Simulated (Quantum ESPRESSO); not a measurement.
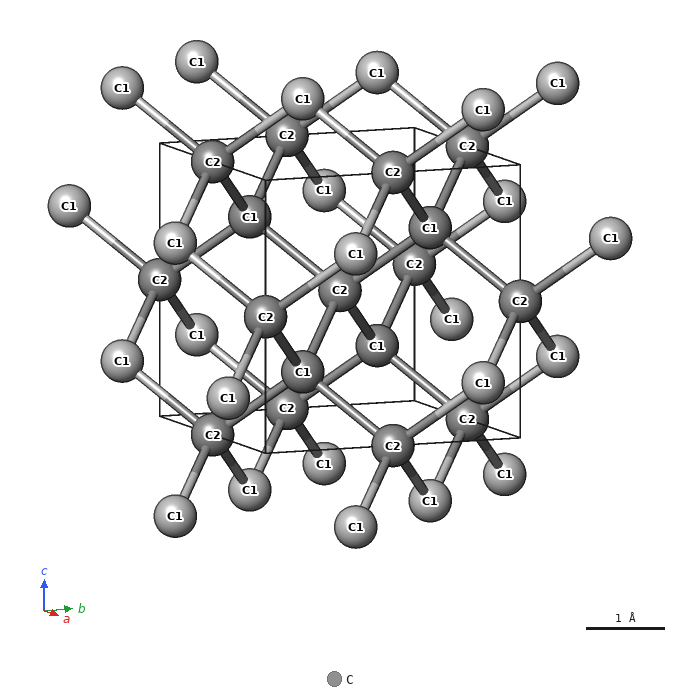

Fig. 1: The structure (ball-and-stick view of the cell 4 times as large as that of the calculation, set on its symmetry axes, seen slightly off an axis; neighbours outside the cell are drawn fainter; atoms are numbered from 1 in the order of the input). An atom can appear more than once, as a periodic image. Near neighbours in the periodic cell (some may lie outside the picture): C has 4 C at 1.54 Å.

## Band-structure run of C

System: C (Fd-3m, 2 atoms in the cell).
Method: Kohn-Sham DFT of a periodic cell, r2SCAN, SG15 PBE 1.2, no spin polarisation (Quantum ESPRESSO 7.5).

The structure derives from an entry of the Crystallography Open Database.

The input
```
&CONTROL
  calculation = 'scf'
  prefix = 'pwscf'
  outdir = './tmp'
  pseudo_dir = './pseudo'
  tprnfor = .true.
  tstress = .true.
  disk_io = 'low'
/
&SYSTEM
  ibrav = 0
  nat = 2
  ntyp = 1
  ecutwfc = 88
  nbnd = 9
  input_dft = 'r2scan'
  occupations = 'smearing'
  smearing = 'fd'
  degauss = 0.00367493
  nosym = .true.
/
&ELECTRONS
  conv_thr = 1d-08
  electron_maxstep = 120
  mixing_beta = 0.5
/
ATOMIC_SPECIES
C     12.0110 C_ONCV_PBE-1.2.upf
CELL_PARAMETERS angstrom
   0.0000000000    1.7833700000    1.7833700000
   1.7833700000    0.0000000000    1.7833700000
   1.7833700000    1.7833700000    0.0000000000
ATOMIC_POSITIONS crystal
C      0.7500000000    0.7500000000    0.7500000000
C      0.5000000000    0.5000000000    0.5000000000
K_POINTS automatic
10 10 10 0 0 0
```

File bands.in
```
&CONTROL
  calculation = 'bands'
  prefix = 'pwscf'
  outdir = './tmp'
  pseudo_dir = './pseudo'
  disk_io = 'low'
  verbosity = 'high'
/
&SYSTEM
  ibrav = 0
  nat = 2
  ntyp = 1
  ecutwfc = 88
  nbnd = 9
  input_dft = 'r2scan'
  occupations = 'smearing'
  smearing = 'fd'
  degauss = 0.00367493
  nosym = .true.
/
&ELECTRONS
  conv_thr = 1d-08
  electron_maxstep = 120
  mixing_beta = 0.5
  diago_full_acc = .true.
  startingwfc = 'random'
/
ATOMIC_SPECIES
C     12.0110 C_ONCV_PBE-1.2.upf
CELL_PARAMETERS angstrom
   0.0000000000    1.7833700000    1.7833700000
   1.7833700000    0.0000000000    1.7833700000
   1.7833700000    1.7833700000    0.0000000000
ATOMIC_POSITIONS crystal
C      0.7500000000    0.7500000000    0.7500000000
C      0.5000000000    0.5000000000    0.5000000000
K_POINTS crystal
60
 0.0000000000  0.0000000000  0.0000000000 1
 0.0625000000  0.0000000000  0.0625000000 1
 0.1250000000  0.0000000000  0.1250000000 1
 0.1875000000  0.0000000000  0.1875000000 1
 0.2500000000  0.0000000000  0.2500000000 1
 0.3125000000  0.0000000000  0.3125000000 1
 0.3750000000  0.0000000000  0.3750000000 1
 0.4375000000  0.0000000000  0.4375000000 1
 0.5000000000  0.0000000000  0.5000000000 1
 0.5000000000  0.0625000000  0.5625000000 1
 0.5000000000  0.1250000000  0.6250000000 1
 0.5000000000  0.1875000000  0.6875000000 1
 0.5000000000  0.2500000000  0.7500000000 1
 0.4375000000  0.3125000000  0.7500000000 1
 0.3750000000  0.3750000000  0.7500000000 1
 0.3375000000  0.3375000000  0.6750000000 1
 0.3000000000  0.3000000000  0.6000000000 1
 0.2625000000  0.2625000000  0.5250000000 1
 0.2250000000  0.2250000000  0.4500000000 1
 0.1875000000  0.1875000000  0.3750000000 1
 0.1500000000  0.1500000000  0.3000000000 1
 0.1125000000  0.1125000000  0.2250000000 1
 0.0750000000  0.0750000000  0.1500000000 1
 0.0375000000  0.0375000000  0.0750000000 1
 0.0000000000  0.0000000000  0.0000000000 1
 0.0625000000  0.0625000000  0.0625000000 1
 0.1250000000  0.1250000000  0.1250000000 1
 0.1875000000  0.1875000000  0.1875000000 1
 0.2500000000  0.2500000000  0.2500000000 1
 0.3125000000  0.3125000000  0.3125000000 1
 0.3750000000  0.3750000000  0.3750000000 1
 0.4375000000  0.4375000000  0.4375000000 1
 0.5000000000  0.5000000000  0.5000000000 1
 0.5250000000  0.4500000000  0.5250000000 1
 0.5500000000  0.4000000000  0.5500000000 1
 0.5750000000  0.3500000000  0.5750000000 1
 0.6000000000  0.3000000000  0.6000000000 1
 0.6250000000  0.2500000000  0.6250000000 1
 0.5833333333  0.2500000000  0.6666666667 1
 0.5416666667  0.2500000000  0.7083333333 1
 0.5000000000  0.2500000000  0.7500000000 1
 0.5000000000  0.2857142857  0.7142857143 1
 0.5000000000  0.3214285714  0.6785714286 1
 0.5000000000  0.3571428571  0.6428571429 1
 0.5000000000  0.3928571429  0.6071428571 1
 0.5000000000  0.4285714286  0.5714285714 1
 0.5000000000  0.4642857143  0.5357142857 1
 0.5000000000  0.5000000000  0.5000000000 1
 0.4821428571  0.4821428571  0.5357142857 1
 0.4642857143  0.4642857143  0.5714285714 1
 0.4464285714  0.4464285714  0.6071428571 1
 0.4285714286  0.4285714286  0.6428571429 1
 0.4107142857  0.4107142857  0.6785714286 1
 0.3928571429  0.3928571429  0.7142857143 1
 0.3750000000  0.3750000000  0.7500000000 1
 0.6250000000  0.2500000000  0.6250000000 1
 0.5937500000  0.1875000000  0.5937500000 1
 0.5625000000  0.1250000000  0.5625000000 1
 0.5312500000  0.0625000000  0.5312500000 1
 0.5000000000  0.0000000000  0.5000000000 1
```

Hardware: 1 thread of Arm Neoverse V1, 24 GiB of memory available, shared host.

Run as:
```bash
OMP_NUM_THREADS=1 pw.x -in pw.in > pw.out
OMP_NUM_THREADS=1 pw.x -in bands.in > bands.out
```

The program's output
```
This program is part of the open-source Quantum ESPRESSO suite
     for quantum simulation of materials; please cite
         "P. Giannozzi et al., J. Phys.:Condens. Matter 21 395502 (2009);
         "P. Giannozzi et al., J. Phys.:Condens. Matter 29 465901 (2017);
         "P. Giannozzi et al., J. Chem. Phys. 152 154105 (2020);
          URL
     in publications or presentations arising from this work. More details at

     IMPORTANT: XC functional enforced from input :
     Exchange-correlation= R2SCAN
                           (   0   0   0   0   0 497 498)
     Any further DFT definition will be discarded
     Please, verify this is what you really want

     G-vector sticks info
     --------------------
     sticks:   dense  smooth     PW     G-vecs:    dense   smooth      PW
     Sum         559     559    187                 8609     8609    1639

     Using Slab Decomposition

     bravais-lattice index     =            0
     lattice parameter (alat)  =       4.7660  a.u.
     unit-cell volume          =      76.5510 (a.u.)^3
     number of atoms/cell      =            2
     number of atomic types    =            1
     number of electrons       =         8.00
     number of Kohn-Sham states=            9
     kinetic-energy cutoff     =      88.0000  Ry
     charge density cutoff     =     352.0000  Ry
     scf convergence threshold =      1.0E-08
     mixing beta               =       0.5000
     number of iterations used =            8  plain     mixing
     Exchange-correlation= R2SCAN
                           (   0   0   0   0   0 497 498)

     celldm(1)=   4.766014  celldm(2)=   0.000000  celldm(3)=   0.000000
     celldm(4)=   0.000000  celldm(5)=   0.000000  celldm(6)=   0.000000

     crystal axes: (cart. coord. in units of alat)
               a(1) = (   0.000000   0.707107   0.707107 )
               a(2) = (   0.707107   0.000000   0.707107 )
               a(3) = (   0.707107   0.707107   0.000000 )

     reciprocal axes: (cart. coord. in units 2 pi/alat)
               b(1) = ( -0.707107  0.707107  0.707107 )
               b(2) = (  0.707107 -0.707107  0.707107 )
               b(3) = (  0.707107  0.707107 -0.707107 )

     PseudoPot. # 1 for C  read from file:
     C_ONCV_PBE-1.2.upf
     Pseudo is Norm-conserving, Zval =  4.0
     Generated using ONCVPSP code by D. R. Hamann
     Using radial grid of  602 points,  4 beta functions with:
                l(1) =   0
                l(2) =   0
                l(3) =   1
                l(4) =   1

     atomic species   valence    mass     pseudopotential
     C                 4.00    12.01100     C ( 1.00)

     No symmetry found

   Cartesian axes

     site n.     atom                  positions (alat units)
         1        C      tau(   1) = (   1.0606602   1.0606602   1.0606602  )
         2        C      tau(   2) = (   0.7071068   0.7071068   0.7071068  )

     number of k points=   504  Fermi-Dirac smearing, width (Ry)=  0.0037

     Number of k-points >= 100: set verbosity='high' to print them.

     Dense  grid:     8609 G-vectors     FFT dimensions: (  30,  30,  30)

     WARNING: libxc functional with ID  497 depends
      on external parameters: check the user_guide of
      QE if you need to modify them or to check their
      default values.

     WARNING: libxc functional with ID  498 depends
      on external parameters: check the user_guide of
      QE if you need to modify them or to check their
      default values.

     Initial potential from superposition of free atoms

     starting charge       7.9861, renormalised to       8.0000
     Starting wfcs are random

     Self-consistent Calculation

     iteration #  1     ecut=    88.00 Ry     beta= 0.50
     Davidson diagonalization with overlap
     ethr =  1.00E-02,  avg # of iterations =  8.4

     total energy              =     -22.73243623 Ry
     estimated scf accuracy    <       2.06035780 Ry

     iteration #  2     ecut=    88.00 Ry     beta= 0.50
     Davidson diagonalization with overlap
     ethr =  1.00E-02,  avg # of iterations =  1.0

     total energy              =     -22.74917118 Ry
     estimated scf accuracy    <       0.56560924 Ry

     iteration #  3     ecut=    88.00 Ry     beta= 0.50
     Davidson diagonalization with overlap
     ethr =  7.07E-03,  avg # of iterations =  1.0

     total energy              =     -22.75059515 Ry
     estimated scf accuracy    <       0.00295134 Ry

     iteration #  4     ecut=    88.00 Ry     beta= 0.50
     Davidson diagonalization with overlap
     ethr =  3.69E-05,  avg # of iterations =  3.3

     total energy              =     -22.75069060 Ry
     estimated scf accuracy    <       0.00036707 Ry

     iteration #  5     ecut=    88.00 Ry     beta= 0.50
     Davidson diagonalization with overlap
     ethr =  4.59E-06,  avg # of iterations =  2.4

     total energy              =     -22.75069433 Ry
     estimated scf accuracy    <       0.00000202 Ry

     iteration #  6     ecut=    88.00 Ry     beta= 0.50
     Davidson diagonalization with overlap
     ethr =  2.53E-08,  avg # of iterations =  1.8

     total energy              =     -22.75069456 Ry
     estimated scf accuracy    <       0.00000016 Ry

     iteration #  7     ecut=    88.00 Ry     beta= 0.50
     Davidson diagonalization with overlap
     ethr =  1.97E-09,  avg # of iterations =  1.4

     total energy              =     -22.75069458 Ry
     estimated scf accuracy    <       0.00000001 Ry

     iteration #  8     ecut=    88.00 Ry     beta= 0.50
     Davidson diagonalization with overlap
     ethr =  1.27E-10,  avg # of iterations =  1.7

     End of self-consistent calculation

     Number of k-points >= 100: set verbosity='high' to print the bands.

     the Fermi energy is    15.7558 ev

!    total energy              =     -22.75069458 Ry
     estimated scf accuracy    <          8.8E-10 Ry
     smearing contrib. (-TS)   =       0.00000000 Ry
     internal energy E=F+TS    =     -22.75069458 Ry

     The total energy is F=E-TS. E is the sum of the following terms:
     one-electron contribution =       7.97268061 Ry
     hartree contribution      =       1.93542332 Ry
     xc contribution           =      -7.08411001 Ry
     ewald contribution        =     -25.57468850 Ry

     convergence has been achieved in   8 iterations

     Forces acting on atoms (cartesian axes, Ry/au):

     atom    1 type  1   force =    -0.00000012   -0.00000002   -0.00000019
     atom    2 type  1   force =     0.00000012    0.00000002    0.00000019

     Total force =     0.000000     Total SCF correction =     0.000000
     SCF correction compared to forces is large: reduce conv_thr to get better values

     Computing stress (Cartesian axis) and pressure

          total   stress  (Ry/bohr**3)                   (kbar)     P=      -23.95
  -0.00016280   0.00000000   0.00000000          -23.95        0.00        0.00
   0.00000000  -0.00016280   0.00000000            0.00      -23.95        0.00
   0.00000000   0.00000000  -0.00016280            0.00        0.00      -23.95

=------------------------------------------------------------------------------=
   JOB DONE.
=------------------------------------------------------------------------------=
```

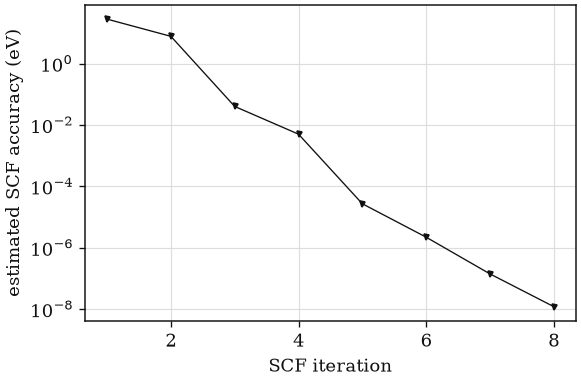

Fig. 2: Convergence of the self-consistent field: estimated SCF accuracy against the iteration. The field takes 8 iterations in all.

Summary

- outcome: converged
- space group (tolerance 0.01 Å): Fd-3m (227)
- electrons treated: 8
- free energy: −309.5390 eV
- Fermi energy: 15.756 eV
- gap on the k-point mesh: 4.30 eV
- gap on the band path: 4.26 eV
- pressure: −2.39 GPa
- largest force (length of the vector): under 0.001 eV/Å
- wall time: 4.1 min
- peak memory: 0.11 GiB

Further notes kept with the run: potentials made for another functional. Notes on the run: SCF correction compared to forces is large. Points of doubt noted for this run: potentials made for another functional.
